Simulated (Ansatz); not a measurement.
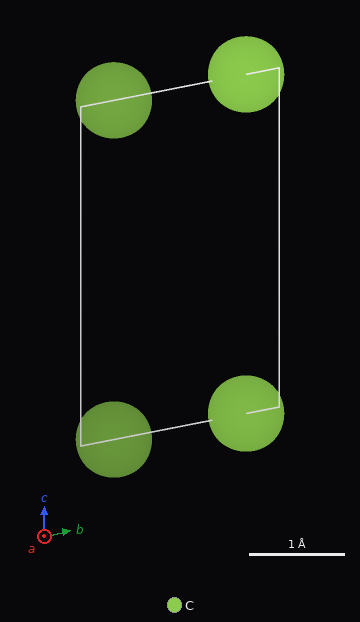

Fig. 1: The starting structure (ball-and-stick view of the reduced cell, along the a axis). An atom can appear more than once, as a periodic image. Near neighbours in the periodic cell (some may lie outside the picture): C has 3 C at 1.42 Å.

# Run report: C, geometry relaxation (part 1 of 2)

- system: C (2 atoms in the cell)
- method: DFT PBE+D3(BJ), scalar-relativistic, plane waves, PAW, no spin polarisation (Ansatz 0.2.0)

The structure derives from a Materials Project entry.

**Log**
```
Engine: ansatz 0.2.0, aarch64-unknown-linux-gnu
Pseudopotentials: kind: paw
Pseudopotential: C, paw, valence charge 4, recommended cutoff 420 eV (normal), C.paw.azcp
Functional definition: PBE
  parameter kappa = 0.804
  parameter beta = 0.06672455060314922
  exchange = pbe_x(kappa = kappa, mu = beta*pi^2/3)
  correlation = pbe_c(beta = beta)
Crystal: 2 atoms, lattice volume = 18.305 Å³
Basis set: ecut = 420 eV, 359 PW (Γ), exchange–correlation on 36×36×54 points (8 copies of the dense FFT grid, shifted against one another)
Bands: 8, of which v1, the nominal top of the filled ones, is band 4 counted from 1 (3 counted from 0)
Symmetry: 4 space group operations
Space group: C2/m (ITA 12), of the structure as read, at distance tolerance 2.6e-5 Å
k-points: 429 of 1568
Non-local potential: C, projectors of the file, l = 0: 2, l = 1: 2, l = 2: 1
PAW form: soft (Blöchl's): semilocal exchange-correlation on the pseudo side does not see the compensation charge
PAW one-centre angular grid: C, 110 points (default); XC on 64 Gauss nodes
Initial density: superposition of atomic densities (neutral atoms: chi_scale 0, normalization atom), corrected by the library's trained network
Initial wavefunctions: pseudopotential atomic-orbital guess
Functional: x = pbe(κ = 0.804, μ = 0.2195149727645171), c = pbe(β = 0.06672455060314922)
SCF iter   1: F=—  HF=-502.166415 eV  |F-HF|=—  |Δ(HF+E_count)|=         —  Δρ=2.58e-3  dr2=1.35e-3  ethr=1.77e-3  ⟨swp⟩=4.9  Hψ=23252  notcnv=0
preconditioner: auto → none  [insulator: Δε(μ)=0.792 eV  Ē_g=18.406 eV  σ=0.020 eV  W_gap=1.00  n_scr=2 (ndim 8)  ℏωp=24.5 eV  f_vac=0.025  D(μ)=0.00/eV (n_scr^D=0)  ε∞_Penn≈2.8]
SCF iter   2: F=—  HF=-502.166587 eV  |F-HF|=—  |Δ(HF+E_count)|=   1.72e-4  Δρ=1.11e-3  dr2=1.51e-4  ethr=1.69e-5  ⟨swp⟩=2.7  Hψ=9729  notcnv=0
SCF iter   3: F=—  HF=-502.166676 eV  |F-HF|=—  |Δ(HF+E_count)|=   8.91e-5  Δρ=2.38e-4  dr2=2.74e-6  ethr=1.89e-6  ⟨swp⟩=2.1  Hψ=6205  notcnv=0
SCF iter   4: F=—  HF=-502.166677 eV  |F-HF|=—  |Δ(HF+E_count)|=   1.50e-6  Δρ=5.14e-5  dr2=2.46e-7  ethr=3.43e-8  ⟨swp⟩=2.0  Hψ=5039  notcnv=0
iter 5 did not close the SCF: its close was put off for the readings that it lacked (scf_convergence_deferred on its scf_iter line)
SCF iter   5: F=-502.166678 eV  HF=-502.166678 eV  |F-HF|=2.10e-9  |Δ(HF+E_count)|=   2.84e-7  Δρ=5.12e-6  dr2=1.94e-9  ethr=3.08e-9  ⟨swp⟩=2.3  Hψ=4992  notcnv=0
SCF iter   6: F=-502.166678 eV  HF=-502.166678 eV  |F-HF|=1.30e-11  |Δ(HF+E_count)|=   2.37e-9  Δρ=5.56e-7  dr2=3.70e-11  ethr=2.42e-11  ⟨swp⟩=1.8  Hψ=10953  notcnv=0
SCF 1 converged in 6 iterations: F = -502.166678 eV  dr2 = 3.70e-11
  greatest PAW one-centre occupation: 0.675 electrons in one spin orbital (limit 2), on the C atom at site 1 (counted from 0), in its partial waves of l = 0
relax step   1: F+E_penalty+E_count = -502.16667763 eV  Δ(F+E_penalty+E_count) = +0.000e0 eV  max|allowed force component| = 4.545e-3 eV/Å  Δτ_max = 0.0000 Å  P = +2.657 GPa  Ω = 18.305 Å³  (6 SCF iters, dr2 threshold 1.00e-7 eV, accepted)
Crystal: 2 atoms, lattice volume = 18.096 Å³
Initial density: handed on by an earlier stage of this run
Initial wavefunctions: those handed on with the density
iter 1 solved again at ethr=3.18e-6 eV; its pass at ethr=3.10e-3 eV (dr2=2.54e-4 eV) is discarded
SCF iter   1: F=—  HF=-502.170514 eV  |F-HF|=—  |Δ(HF+E_count)|=         —  Δρ=1.59e-3  dr2=2.76e-4  ethr=3.18e-6  ⟨swp⟩=2.2  Hψ=34092  notcnv=0
preconditioner: auto → none  [insulator: Δε(μ)=0.734 eV  Ē_g=18.360 eV  σ=0.020 eV  W_gap=1.00  n_scr=2 (ndim 8)  ℏωp=24.7 eV  f_vac=0.005  D(μ)=0.00/eV (n_scr^D=0)  ε∞_Penn≈2.8]
SCF iter   2: F=—  HF=-502.170553 eV  |F-HF|=—  |Δ(HF+E_count)|=   3.90e-5  Δρ=8.16e-4  dr2=6.93e-5  ethr=3.18e-6  ⟨swp⟩=1.0  Hψ=3435  notcnv=0
SCF iter   3: F=—  HF=-502.170570 eV  |F-HF|=—  |Δ(HF+E_count)|=   1.69e-5  Δρ=3.58e-5  dr2=1.15e-7  ethr=8.66e-7  ⟨swp⟩=3.0  Hψ=5240  notcnv=0
iter 4 did not close the SCF: its close was put off for the readings that it lacked (scf_convergence_deferred on its scf_iter line)
SCF iter   4: F=-502.170570 eV  HF=-502.170570 eV  |F-HF|=4.40e-10  |Δ(HF+E_count)|=   1.32e-7  Δρ=4.01e-6  dr2=1.10e-9  ethr=1.44e-9  ⟨swp⟩=2.6  Hψ=4922  notcnv=0
iter 5 did not close the SCF: its close was put off for the readings that it lacked (scf_convergence_deferred on its scf_iter line)
SCF iter   5: F=-502.170570 eV  HF=-502.170570 eV  |F-HF|=5.58e-11  |Δ(HF+E_count)|=  8.12e-10  Δρ=4.63e-7  dr2=1.73e-11  ethr=1.37e-11  ⟨swp⟩=2.5  Hψ=5084  notcnv=0
SCF iter   6: F=-502.170570 eV  HF=-502.170570 eV  |F-HF|=3.41e-13  |Δ(HF+E_count)|=  6.14e-11  Δρ=5.27e-8  dr2=2.62e-13  ethr=1.00e-12  ⟨swp⟩=1.0  Hψ=9249  notcnv=0
SCF 2 converged in 6 iterations: F = -502.170570 eV  dr2 = 2.62e-13
  greatest PAW one-centre occupation: 0.673 electrons in one spin orbital (limit 2), on the C atom at site 1 (counted from 0), in its partial waves of l = 0
relax step   2: F+E_penalty+E_count = -502.17057036 eV  Δ(F+E_penalty+E_count) = -3.893e-3 eV  max|allowed force component| = 2.935e-3 eV/Å  Δτ_max = 0.0001 Å  P = +0.688 GPa  Ω = 18.096 Å³  energy of the carried Pulay correction = +8.716e-4 eV  (6 SCF iters, dr2 threshold 2.00e-7 eV, accepted)
Crystal: 2 atoms, lattice volume = 17.895 Å³
Basis set: ecut = 420 eV, 347 PW (Γ), exchange–correlation on 36×36×54 points (8 copies of the dense FFT grid, shifted against one another)
iter 1 solved again at ethr=4.14e-6 eV; its pass at ethr=3.10e-3 eV (dr2=3.31e-4 eV) is discarded
SCF iter   1: F=—  HF=-502.171924 eV  |F-HF|=—  |Δ(HF+E_count)|=         —  Δρ=1.38e-3  dr2=3.52e-4  ethr=4.14e-6  ⟨swp⟩=2.1  Hψ=33467  notcnv=0
preconditioner: auto → none  [insulator: Δε(μ)=0.690 eV  Ē_g=18.372 eV  σ=0.020 eV  W_gap=1.00  n_scr=2 (ndim 8)  ℏωp=24.8 eV  f_vac=0.001  D(μ)=0.00/eV (n_scr^D=0)  ε∞_Penn≈2.8]
SCF iter   2: F=—  HF=-502.171876 eV  |F-HF|=—  |Δ(HF+E_count)|=   4.82e-5  Δρ=6.72e-4  dr2=7.53e-5  ethr=4.14e-6  ⟨swp⟩=1.7  Hψ=4103  notcnv=0
SCF iter   3: F=—  HF=-502.171872 eV  |F-HF|=—  |Δ(HF+E_count)|=   3.80e-6  Δρ=6.33e-5  dr2=3.49e-7  ethr=9.41e-7  ⟨swp⟩=2.9  Hψ=5254  notcnv=0
iter 4 did not close the SCF: its close was put off for the readings that it lacked (scf_convergence_deferred on its scf_iter line)
SCF iter   4: F=-502.171873 eV  HF=-502.171873 eV  |F-HF|=1.14e-9  |Δ(HF+E_count)|=   3.49e-7  Δρ=3.81e-6  dr2=8.28e-10  ethr=4.36e-9  ⟨swp⟩=2.6  Hψ=4683  notcnv=0
iter 5 did not close the SCF: its close was put off for the readings that it lacked (scf_convergence_deferred on its scf_iter line)
SCF iter   5: F=-502.171873 eV  HF=-502.171873 eV  |F-HF|=6.60e-11  |Δ(HF+E_count)|=   1.45e-9  Δρ=5.16e-7  dr2=2.11e-11  ethr=1.04e-11  ⟨swp⟩=2.3  Hψ=5164  notcnv=0
SCF iter   6: F=-502.171873 eV  HF=-502.171873 eV  |F-HF|=3.98e-13  |Δ(HF+E_count)|=  7.41e-11  Δρ=5.70e-8  dr2=3.14e-13  ethr=1.00e-12  ⟨swp⟩=1.0  Hψ=9263  notcnv=0
SCF 3 converged in 6 iterations: F = -502.171873 eV  dr2 = 3.14e-13
relax step   3: F+E_penalty+E_count = -502.17187268 eV  Δ(F+E_penalty+E_count) = -1.302e-3 eV  max|allowed force component| = 7.037e-4 eV/Å  Δτ_max = 0.0002 Å  P = -0.121 GPa  Ω = 17.895 Å³  energy of the carried Pulay correction = +1.677e-3 eV  (6 SCF iters, dr2 threshold 2.00e-7 eV, accepted)
Crystal: 2 atoms, lattice volume = 17.894 Å³
iter 1 solved again at ethr=7.51e-9 eV; its pass at ethr=3.10e-3 eV (dr2=6.01e-7 eV) is discarded
SCF iter   1: F=—  HF=-502.171884 eV  |F-HF|=—  |Δ(HF+E_count)|=         —  Δρ=8.56e-5  dr2=7.06e-7  ethr=7.51e-9  ⟨swp⟩=2.2  Hψ=31828  notcnv=0
preconditioner: auto → none  [insulator: Δε(μ)=0.692 eV  Ē_g=18.369 eV  σ=0.020 eV  W_gap=1.00  n_scr=2 (ndim 8)  ℏωp=24.8 eV  f_vac=0.003  D(μ)=0.00/eV (n_scr^D=0)  ε∞_Penn≈2.8]
SCF iter   2: F=—  HF=-502.171880 eV  |F-HF|=—  |Δ(HF+E_count)|=   3.88e-6  Δρ=4.00e-5  dr2=1.27e-7  ethr=7.51e-9  ⟨swp⟩=2.1  Hψ=4556  notcnv=0
iter 3 did not close the SCF: its close was put off for the readings that it lacked (scf_convergence_deferred on its scf_iter line)
SCF iter   3: F=-502.171880 eV  HF=-502.171880 eV  |F-HF|=5.58e-10  |Δ(HF+E_count)|=   1.10e-9  Δρ=3.70e-6  dr2=6.12e-10  ethr=1.58e-9  ⟨swp⟩=2.2  Hψ=5029  notcnv=0
iter 4 did not close the SCF: its close was put off for the readings that it lacked (scf_convergence_deferred on its scf_iter line)
SCF iter   4: F=-502.171880 eV  HF=-502.171880 eV  |F-HF|=7.39e-13  |Δ(HF+E_count)|=  5.37e-10  Δρ=2.39e-7  dr2=3.68e-12  ethr=7.65e-12  ⟨swp⟩=2.8  Hψ=5031  notcnv=0
iter 5 did not close the SCF: its close was put off for the readings that it lacked (scf_convergence_deferred on its scf_iter line)
SCF iter   5: F=-502.171880 eV  HF=-502.171880 eV  |F-HF|=1.14e-13  |Δ(HF+E_count)|=  1.82e-12  Δρ=2.10e-8  dr2=2.71e-14  ethr=1.00e-12  ⟨swp⟩=1.0  Hψ=3464  notcnv=0
iter 6 did not close the SCF: its close was put off for the readings that it lacked (scf_convergence_deferred on its scf_iter line)
SCF iter   6: F=-502.171880 eV  HF=-502.171880 eV  |F-HF|=5.68e-14  |Δ(HF+E_count)|=  2.27e-13  Δρ=2.90e-9  dr2=1.19e-15  ethr=1.00e-12  ⟨swp⟩=1.0  Hψ=3432  notcnv=0
SCF iter   7: F=-502.171880 eV  HF=-502.171880 eV  |F-HF|=2.27e-13  |Δ(HF+E_count)|=  2.27e-13  Δρ=7.65e-10  dr2=6.18e-17  ethr=1.00e-12  ⟨swp⟩=1.0  Hψ=8580  notcnv=0
SCF 4 converged in 7 iterations: F = -502.171880 eV  dr2 = 6.18e-17
relax step   4: F+E_penalty+E_count = -502.17188037 eV  Δ(F+E_penalty+E_count) = -7.684e-6 eV  max|allowed force component| = 2.506e-4 eV/Å  Δτ_max = 0.0000 Å  P = -0.026 GPa  Ω = 17.894 Å³  energy of the carried Pulay correction = +1.680e-3 eV  (7 SCF iters, dr2 threshold 8.89e-8 eV, accepted)
Crystal: 2 atoms, lattice volume = 17.891 Å³
iter 1 solved again at ethr=2.18e-8 eV; its pass at ethr=3.10e-3 eV (dr2=1.74e-6 eV) is discarded
SCF iter   1: F=—  HF=-502.171899 eV  |F-HF|=—  |Δ(HF+E_count)|=         —  Δρ=1.98e-4  dr2=1.89e-6  ethr=2.18e-8  ⟨swp⟩=2.9  Hψ=32551  notcnv=0
preconditioner: auto → none  [insulator: Δε(μ)=0.699 eV  Ē_g=18.370 eV  σ=0.020 eV  W_gap=1.00  n_scr=2 (ndim 8)  ℏωp=24.8 eV  f_vac=0.003  D(μ)=0.00/eV (n_scr^D=0)  ε∞_Penn≈2.8]
SCF iter   2: F=—  HF=-502.171896 eV  |F-HF|=—  |Δ(HF+E_count)|=   3.16e-6  Δρ=1.02e-4  dr2=4.83e-7  ethr=2.18e-8  ⟨swp⟩=1.0  Hψ=3449  notcnv=0
iter 3 did not close the SCF: its close was put off for the readings that it lacked (scf_convergence_deferred on its scf_iter line)
SCF iter   3: F=-502.171896 eV  HF=-502.171896 eV  |F-HF|=1.39e-10  |Δ(HF+E_count)|=   2.50e-7  Δρ=1.46e-6  dr2=1.50e-10  ethr=6.03e-9  ⟨swp⟩=1.5  Hψ=3891  notcnv=0
iter 4 did not close the SCF: its close was put off for the readings that it lacked (scf_convergence_deferred on its scf_iter line)
SCF iter   4: F=-502.171896 eV  HF=-502.171896 eV  |F-HF|=1.48e-12  |Δ(HF+E_count)|=  7.15e-10  Δρ=3.51e-7  dr2=1.01e-11  ethr=1.88e-12  ⟨swp⟩=2.9  Hψ=5742  notcnv=0
iter 5 did not close the SCF: its close was put off for the readings that it lacked (scf_convergence_deferred on its scf_iter line)
SCF iter   5: F=-502.171896 eV  HF=-502.171896 eV  |F-HF|=3.41e-13  |Δ(HF+E_count)|=  2.50e-12  Δρ=4.45e-8  dr2=1.47e-13  ethr=1.00e-12  ⟨swp⟩=1.0  Hψ=3432  notcnv=0
SCF iter   6: F=-502.171896 eV  HF=-502.171896 eV  |F-HF|=5.68e-14  |Δ(HF+E_count)|=  2.84e-13  Δρ=1.31e-8  dr2=1.60e-14  ethr=1.00e-12  ⟨swp⟩=1.2  Hψ=8689  notcnv=0
SCF 5 converged in 6 iterations: F = -502.171896 eV  dr2 = 1.60e-14
relax step   5: F+E_penalty+E_count = -502.17189596 eV  Δ(F+E_penalty+E_count) = -1.560e-5 eV  max|allowed force component| = 5.599e-5 eV/Å  Δτ_max = 0.0000 Å  P = -0.001 GPa  Ω = 17.891 Å³  energy of the carried Pulay correction = +1.690e-3 eV  (6 SCF iters, dr2 threshold 6.34e-9 eV, accepted)
Basis set: ecut = 420 eV, 347 PW (Γ), exchange–correlation on 36×36×50 points (8 copies of the dense FFT grid, shifted against one another)
Initial wavefunctions: pseudopotential atomic-orbital guess (no wavefunctions were taken with the density)
iter 1 solved again at ethr=1.92e-7 eV; its pass at ethr=3.10e-3 eV (dr2=1.53e-5 eV) is discarded
SCF iter   1: F=—  HF=-502.170635 eV  |F-HF|=—  |Δ(HF+E_count)|=         —  Δρ=1.74e-4  dr2=7.01e-7  ethr=1.92e-7  ⟨swp⟩=2.4  Hψ=32262  notcnv=0
SCF iter   2: F=—  HF=-502.170638 eV  |F-HF|=—  |Δ(HF+E_count)|=   3.27e-6  Δρ=8.79e-5  dr2=1.68e-7  ethr=8.76e-9  ⟨swp⟩=2.6  Hψ=4948  notcnv=0
SCF iter   3: F=—  HF=-502.170639 eV  |F-HF|=—  |Δ(HF+E_count)|=   1.07e-6  Δρ=3.98e-6  dr2=9.58e-10  ethr=2.10e-9  ⟨swp⟩=2.1  Hψ=5091  notcnv=0
SCF iter   4: F=—  HF=-502.170639 eV  |F-HF|=—  |Δ(HF+E_count)|=   1.88e-9  Δρ=7.06e-7  dr2=1.08e-10  ethr=1.20e-11  ⟨swp⟩=2.0  Hψ=5159  notcnv=0
iter 5 did not close the SCF: its close was put off for the readings that it lacked (scf_convergence_deferred on its scf_iter line)
SCF iter   5: F=-502.170639 eV  HF=-502.170639 eV  |F-HF|=3.30e-12  |Δ(HF+E_count)|=  4.12e-11  Δρ=1.46e-7  dr2=5.88e-12  ethr=1.34e-12  ⟨swp⟩=2.6  Hψ=4952  notcnv=0
SCF iter   6: F=-502.170639 eV  HF=-502.170639 eV  |F-HF|=3.41e-13  |Δ(HF+E_count)|=  1.71e-12  Δρ=7.60e-9  dr2=1.22e-14  ethr=1.00e-12  ⟨swp⟩=4.5  Hψ=13543  notcnv=0
SCF 6 converged in 6 iterations: F = -502.170639 eV  dr2 = 1.22e-14
relax step   6: F+E_penalty+E_count = -502.17063896 eV  Δ(F+E_penalty+E_count) = +1.257e-3 eV  max|allowed force component| = 7.377e-5 eV/Å  Δτ_max = 0.0000 Å  P = -0.107 GPa  Ω = 17.891 Å³  stress off target by 2.54e-1 GPa  SCF on the basis re-selected at this cell (its energy is not comparable with the rows above)  (6 SCF iters)
basis re-selected at this cell: Δ(F+E_penalty+E_count) = +1.257e-3 eV, ΔP = -0.107 GPa vs the last step (what re-selecting the basis moved, of the pressure what is left beyond the Pulay correction that the steps carried, after the strain that the cell walked since its last selection, with what the two solves' SCF thresholds leave and, on support functions, any second-order correction that the steps lacked; it is no measure of the basis error at this ecutwfc). The dense FFT grid was sized anew with the basis: this SCF ran on 18×18×25 points, the steps before it on 18×18×27, so part of this shift can come from that change (see relax.cell in the input reference). This SCF's stress stands 2.54e-1 GPa from its target on what of the cell is left free (relax.cell.stress_tol is 5.00e-2 GPa) and its largest allowed force component is 7.38e-5 eV/Å (relax.f_tol is 5.00e-3 eV/Å): not within both, so this SCF does not close the relaxation
Crystal: 2 atoms, lattice volume = 17.787 Å³
Basis set: ecut = 420 eV, 345 PW (Γ), exchange–correlation on 36×36×50 points (8 copies of the dense FFT grid, shifted against one another)
iter 1 solved again at ethr=2.22e-6 eV; its pass at ethr=3.10e-3 eV (dr2=1.78e-4 eV) is discarded
SCF iter   1: F=—  HF=-502.171173 eV  |F-HF|=—  |Δ(HF+E_count)|=         —  Δρ=7.97e-4  dr2=1.45e-4  ethr=2.22e-6  ⟨swp⟩=2.0  Hψ=32695  notcnv=0
preconditioner: auto → none  [insulator: Δε(μ)=0.688 eV  Ē_g=18.393 eV  σ=0.020 eV  W_gap=1.00  n_scr=2 (ndim 8)  ℏωp=24.9 eV  f_vac=0.001  D(μ)=0.00/eV (n_scr^D=0)  ε∞_Penn≈2.8]
SCF iter   2: F=—  HF=-502.171132 eV  |F-HF|=—  |Δ(HF+E_count)|=   4.10e-5  Δρ=3.53e-4  dr2=2.77e-5  ethr=1.82e-6  ⟨swp⟩=2.0  Hψ=4718  notcnv=0
iter 3 did not close the SCF: its close was put off for the readings that it lacked (scf_convergence_deferred on its scf_iter line)
SCF iter   3: F=-502.171127 eV  HF=-502.171127 eV  |F-HF|=1.45e-7  |Δ(HF+E_count)|=   5.35e-6  Δρ=4.15e-5  dr2=1.53e-7  ethr=3.46e-7  ⟨swp⟩=2.9  Hψ=5169  notcnv=0
iter 4 did not close the SCF: its close was put off for the readings that it lacked (scf_convergence_deferred on its scf_iter line)
SCF iter   4: F=-502.171127 eV  HF=-502.171127 eV  |F-HF|=3.16e-10  |Δ(HF+E_count)|=   1.50e-7  Δρ=1.94e-6  dr2=3.31e-10  ethr=1.91e-9  ⟨swp⟩=2.8  Hψ=4892  notcnv=0
iter 5 did not close the SCF: its close was put off for the readings that it lacked (scf_convergence_deferred on its scf_iter line)
SCF iter   5: F=-502.171127 eV  HF=-502.171127 eV  |F-HF|=2.31e-11  |Δ(HF+E_count)|=  5.53e-10  Δρ=3.63e-7  dr2=8.08e-12  ethr=4.14e-12  ⟨swp⟩=2.1  Hψ=5192  notcnv=0
SCF iter   6: F=-502.171127 eV  HF=-502.171127 eV  |F-HF|=1.71e-13  |Δ(HF+E_count)|=  2.55e-11  Δρ=2.30e-8  dr2=5.50e-14  ethr=1.00e-12  ⟨swp⟩=1.0  Hψ=8842  notcnv=0
SCF 7 converged in 6 iterations: F = -502.171127 eV  dr2 = 5.50e-14
relax step   7: F+E_penalty+E_count = -502.17112714 eV  Δ(F+E_penalty+E_count) = -4.882e-4 eV  max|allowed force component| = 1.697e-4 eV/Å  Δτ_max = 0.0000 Å  P = -0.015 GPa  Ω = 17.787 Å³  energy of the carried Pulay correction = +3.970e-4 eV  (6 SCF iters, dr2 threshold 1.61e-7 eV, accepted)
iter 1 solved again at ethr=1.69e-7 eV; its pass at ethr=3.10e-3 eV (dr2=1.35e-5 eV) is discarded
```
